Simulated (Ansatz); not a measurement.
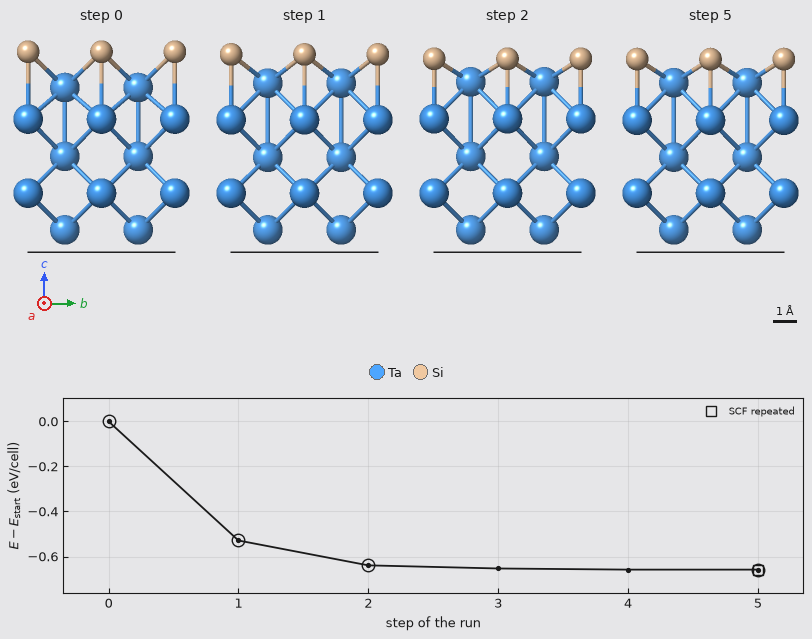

Frames of a constrained relaxation of a slab of composition Ta$_{5}$Si (cut from the Im-3m phase), marked on the history of the run. Style: ball-and-stick. Shown: the 2 × 2 repeat of the cell, outlined in the plane, without the vacuum, along the a axis.

Case: Si put over a Ta atom of a lower plane. The slab is the (1 0 0) face of Ta with Si on it. 2 atoms are held fixed.

All numbers below come from DFT PBEsol, scalar-relativistic, plane waves, PAW (Ansatz 0.2.0). (plane-wave cutoff 420 eV; k-point mesh 9 × 9 × 1; occupations gaussian; smearing width 0.1 eV; no spin polarisation; dipole correction; atoms relaxed in a fixed cell; force threshold 0.03 eV/Å; at most 70 steps)

What happens along the run?

The Si atom moves most: 0.33 Å along the normal (−c). By element the largest moves are Si 0.33 Å, Ta 0.22 Å. The lattice vectors keep their values. Among the contacts that change: Si–Ta 3.010 → 2.734 Å, Si–Ta 2.818 → 2.548 Å, Ta–Ta 3.077 → 3.329 Å, Ta–Ta 2.715 → 2.864 Å. Bond angles that change, for instance: Ta–Si–Ta 110.8° → 131.1°, Ta–Si–Ta 55.4° → 65.5°, Ta–Si–Ta 71.2° → 80.1°. Over 4 accepted moves (5 points after the start) the energy falls by 0.658 eV per cell of the calculation. Largest force component: 2.8 eV/Å at the start, 0.016 eV/Å at the end. 1 step only repeated the SCF at the same geometry. From step 0 to 1: a Ta atom moves most (0.19 Å), energy −0.529 eV per cell of the calculation. From step 1 to 2: the Si atom moves most (0.19 Å), energy −0.110 eV per cell of the calculation. From step 2 to 5: a Ta atom moves most (0.07 Å), energy −19.0 meV per cell of the calculation.

Limits of the set-up: the periodic images lie only 3.3 Å apart, so the values are limited by the cell's size.
